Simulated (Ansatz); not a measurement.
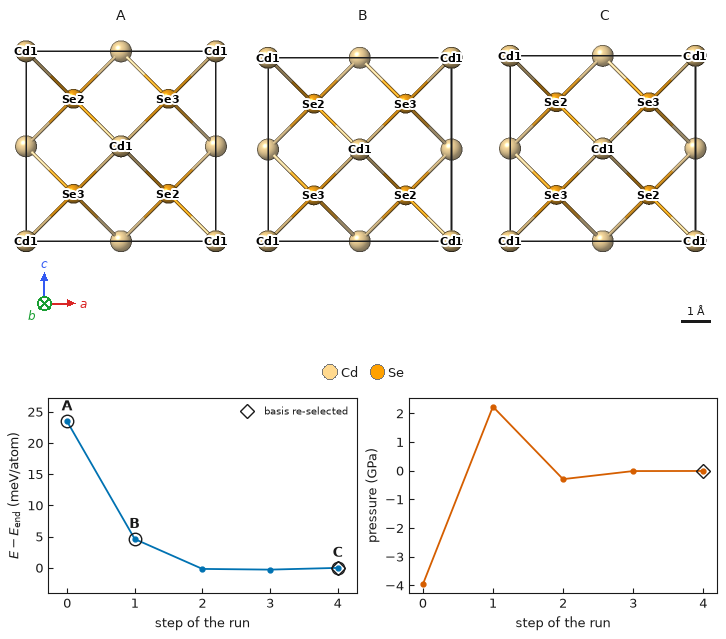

Frames of a relaxation of crystalline CdSe₂ (built on the CaF2-225 type type), marked on the history of the run. The picture is a ball-and-stick view of the conventional cell (4 times the calculation's cell), seen along the b axis. Lengths and directions refer to the drawn axes.

These are results of DFT, PBEsol, plane waves, PAW (Ansatz), not measurements. (plane-wave cutoff 420 eV; k-point mesh 6 × 6 × 6; occupations fermi dirac; smearing width 0.03 eV; no spin polarisation; cell and atoms relaxed; force threshold 0.01 eV/Å; at most 120 steps)

**Describe the path.**

No atom moves by more than 0.005 Å relative to the cell. The volume changes by −6.9 %, with a = b = c 6.747 → 6.588 Å (−2.4 %). Near-neighbour distances that change, for instance: Cd1–Se2 2.921 → 2.853 Å. The space group stays Fm-3m (No. 225). Over 3 accepted moves (4 points after the start) the energy falls by 23.5 meV per atom. All forces vanish by symmetry, so only the cell relaxes. The pressure goes from −3.96 to −0.01 GPa. The SCF was repeated once at an unchanged geometry on a basis and grid sized afresh for the cell, which shifted the energy by 0.3 meV per atom at most. The run took 20 s on 2 threads of Intel(R) Xeon(R) Processor @ 2.50GHz (Skylake/Cascade Lake) (shared host), peak memory 0.39 GiB. From step 0 to 1: volume −9.8 %, energy −18.8 meV per atom. From step 1 to 4: volume +3.2 %, energy −4.6 meV per atom.
